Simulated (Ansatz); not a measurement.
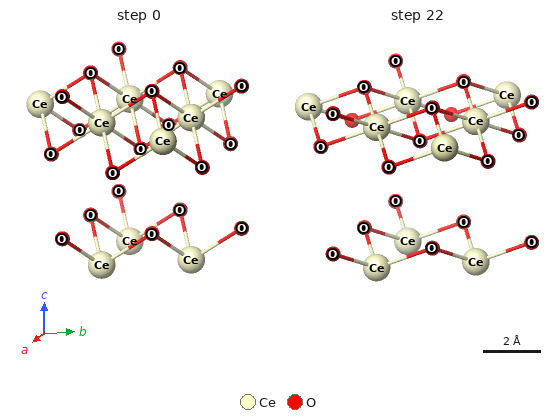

The structure of solid CeO2 (built on the CdI2 type) before (left) and after (right) a relaxation, at one scale.

A ball-and-stick model of the atoms within 5.0 Å of the atom that moves most (axes of the cell of the calculation), seen slightly off an axis.

Computed with DFT PBEsol, scalar-relativistic, plane waves, PAW (Ansatz 0.2.0).

Input file:
```yaml
crystal:
  lattice:
    - [3.2341347481, 0.0, 0.0]
    - [-1.6170673741, 2.8008428512, 0.0]
    - [0.0, 0.0, 5.2173305843]
  atoms:
    - { symbol: Ce, position: [0.0, 0.0, 0.0] }
    - { symbol: O, position: [0.3333333333, 0.6666666667, 0.252] }
    - { symbol: O, position: [0.6666666667, 0.3333333333, 0.748] }
basis:
  ecutwfc: 420
  ecutrho_ratio: 4
kpoints:
  mp_grid: { grid: [12, 12, 8] }
hamiltonian:
  xc: pbesol
scf:
  occupations: { method: gaussian, width: 0.05 }
output:
  forces: true
  stress: true
  eigenvalues: true
relax:
  f_tol: 0.01
  max_steps: 60
  cell: { stress_tol: 0.04 }
```

Launched with:
```bash
ansatz run input.yaml --threads 4 --pin off --max-ram 8192MiB --backend cpu --events-out ev --progress --plain --runs-dir out
```

**What changed between the two?**

The largest moves relative to the cell, 0.41 Å, are those of O2 and O3. O3 goes along +c. Ce stays in place. The drawn cell changes as follows: a = b 3.234 → 3.582 Å (+10.8 %), c 5.217 → 5.147 Å (−1.4 %); the volume changes by +21.0 %. Near-neighbour distances that change, for instance: Ce1–Ce1 3.234 → 3.582 Å, Ce1–O2 2.284 → 2.252 Å. Bond angles that change, for instance: Ce1–O2–Ce1 90.2° → 105.4°, O2–Ce1–O3 89.8° → 74.6°, O2–Ce1–O2 90.2° → 105.4°. The space group stays P-3m1 (No. 164). The energy falls by 642 meV per atom in 16 accepted moves (22 points after the start). The largest force component goes from 2.7 to 0.00071 eV/Å. The pressure goes from 7.40 to 0.00 GPa. The SCF was repeated 6 times at an unchanged geometry on a basis and grid sized afresh for the cell, which shifted the energy by 27.3 meV per atom at most.

Limits of the set-up: layers or molecules are held without a dispersion correction, so their spacing is unreliable; 4f states are treated without a Hubbard U.
